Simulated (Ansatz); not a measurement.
BAs

Input file:

```
crystal:
  lattice:
    - [3.3658574079, 0.0, 0.0]
    - [-1.6829287039, 2.9149180208, 0.0]
    - [0.0, 0.0, 8.8836262219]
  atoms:
    - { symbol: B, position: [0.3333333333, 0.6666666667, 0.25] }
    - { symbol: B, position: [0.6666666667, 0.3333333333, 0.75] }
    - { symbol: As, position: [0.6666666667, 0.3333333333, 0.25] }
    - { symbol: As, position: [0.3333333333, 0.6666666667, 0.75] }
kpoints:
  mp_grid: { grid: [6, 6, 2] }
  band_path:
    path:
      - [0.0, 0.0, 0.0]
      - [0.5, 0.0, 0.0]
      - [0.3333333333, 0.3333333333, 0.0]
      - [0.0, 0.0, 0.5]
      - [0.5, 0.0, 0.5]
      - [0.3333333333, 0.3333333333, 0.5]
      - [0.3666666667, 0.2666666667, 0.0]
      - [0.308594, 0.308594, 0.0]
    npoints: 1
hamiltonian:
  xc: hse06
scf:
  occupations: { method: fixed }
  n_extra_bands: 5
output:
  forces: true
  stress: true
  eigenvalues: true
  write_density: true
  write_potential: true
  elf: true
  volumetric_format: npy
```

Run with:

```sh
ansatz run input.yaml --threads 4 --pin off --max-ram 3686MiB --backend cpu --events-out ev --progress --plain --runs-dir out
```

Below, planes, directions and counts refer to the conventional cell (a = 3.37 Å, b = 3.37 Å, c = 8.88 Å, α = 90.00°, β = 90.00°, γ = 120.00°).

Space group P6₃/mmc; started from the h-MgO (five-fold) prototype, which need not be the ambient phase; changed on purpose from its base cell (uniaxial z strain +1.6%).

Theory: DFT, HSE06, plane waves, PAW in Ansatz.

The density is the valence pseudo-density of a PAW calculation; it isn't the true density close to the nuclei.

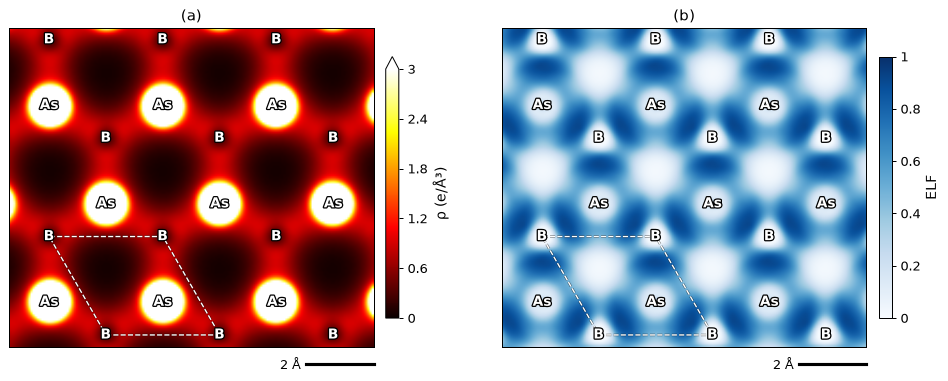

Figure 1. (a) valence pseudo-density; (b) ELF on the (001) plane of the conventional cell.

Describe what can be read from this map.

The section cuts through B and As sites. B–As (1.94 Å): ρ at the midpoint is about 0.95 e/Å³; the ELF peaks at about 0.90 between the atoms; a covalent bond. Between the atoms the lowest density in this plane is 0.05 e/Å³.

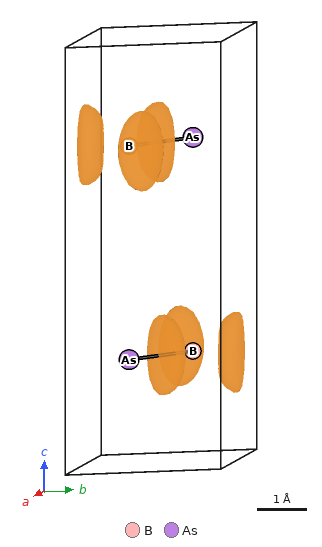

Figure 2. Isosurface of the ELF at 0.8 (orange), seen slightly off an axis. Only the valence region is drawn (cores and ρ < 0.01 e/Å³ removed). Sticks mark near contacts.

Describe the localisation domains.

The ELF exceeds this value in six regions between bonded As–B atoms (shared pairs), counted in one cell of 4 atoms. Any copies at cell faces, edges or corners count once.

Does the calculation make it a metal, or give it a gap?

It is gapped, with a Kohn–Sham gap of 1.1 eV on the k-point mesh, an upper bound to the gap of this method.
